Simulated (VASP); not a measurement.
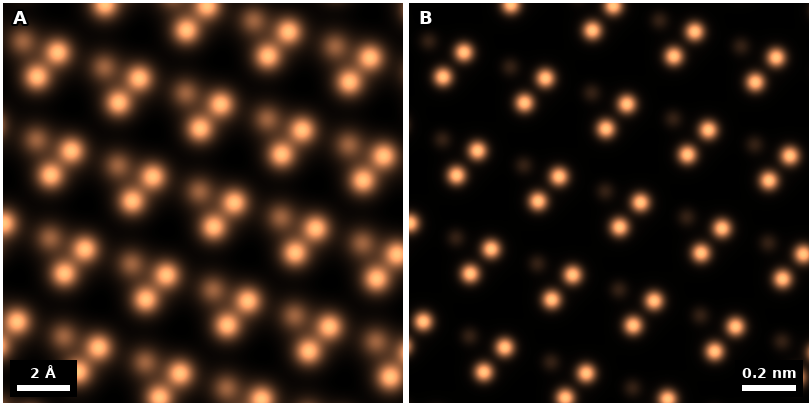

Two simulated images of the same area of Cd2S (P3m1, No. 156) along [101], with a probe of 0.57 Å. One is incoherent Z contrast (Z^1.7 per atom), the other the projected potential of neutral atoms blurred by the probe (iDPC-like, thin sample). Brightness is counted from the darkest point of the image. Structure used: a cell listed in the Materials Project, as set up for an electronic-structure calculation.

Q: Which panel is which, and how can one tell?

B is the Z-contrast image and A the potential image. The columns of 1 S per repeat reach about 16 % of the brightest peak (1 Cd) in B but about 50 % in A, mainly since the potential grows much more slowly with atomic number.
